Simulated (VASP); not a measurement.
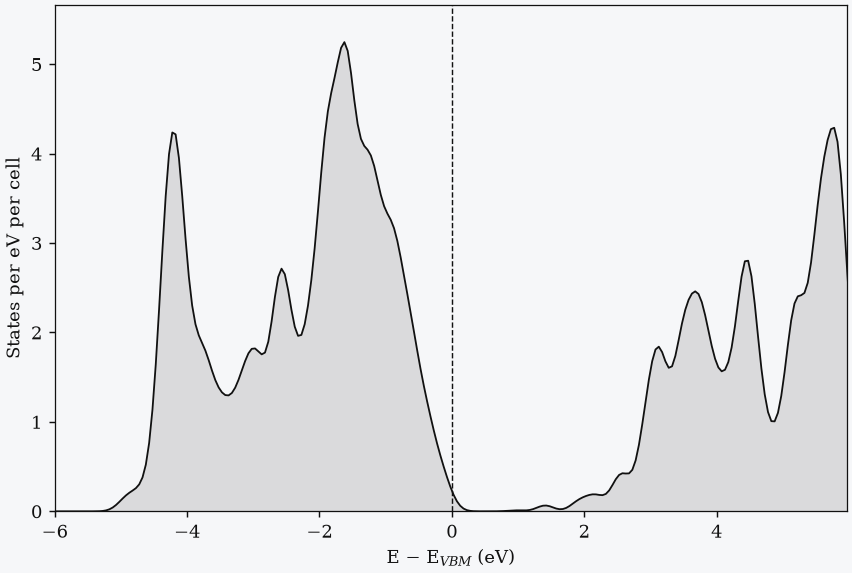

Density of states. Energies are counted from the top of the valence band. The curve is built from the levels of the k mesh with Gaussians 0.3 eV wide, which also blur the band edges.

Input of the run:

INCAR:
```
ENCUT = 520.000000
SIGMA = 0.020000
EDIFF = 1.00e-07
GGA = PE
PREC = Accurate
IBRION = -1
ISIF = 2
ISMEAR = -1
NBANDS = 26
NELM = 120
NSW = 0
LASPH = .TRUE.
LCHARG = .TRUE.
LELF = .TRUE.
LWAVE = .FALSE.
LREAL = .FALSE.
```

KPOINTS:
```
KPOINTS created by Atomic Simulation Environment
0
Gamma
12 12 4
0 0 0
```

POSCAR:
```
Cd S
 1.0000000000000000
     3.9563711989297357    0.0000000000288675    0.0000000000000000
    -1.9781855994898678    3.4263179650598143    0.0000000000000000
     0.0000000000000000    0.0000000000000000    7.0813182252000004
 Cd  S
   2   2
Cartesian
 -0.0000000000166665  2.2842119767161648  0.0726564209615599
  1.9781855994565338  1.1421059883725162  3.6133155335615594
 -0.0000000000166665  2.2842119767161648  2.5828379134884405
  1.9781855994565338  1.1421059883725162  6.1234970260884403
```

Run as:
```bash
mpirun -np 1 vasp_std
```

System: CdS, space group P6_3mc, 4 atoms in the cell, wurtzite type, epitaxial (xy) strain −5.0%.

Method: DFT, PBE, plane waves, PAW, 12×12×4 k mesh (VASP 6.6.1).

Q: Is there a gap at the Fermi level, and how wide?

A: There is a gap; over the k points computed it is 0.98 eV (direct among those points).

Q: How wide is the upper valence band?

A: The upper group of valence states starts about 5.0 eV under the valence-band top, with a gap beneath it; it holds about 12 electrons a cell.

Q: Where is the tallest peak of the filled states in the window?

A: Within the window shown, the tallest peak of the filled states lies 1.6 eV under the valence-band top, at about 5.2 states per eV and cell.

The cell is at 5 GPa in this functional.
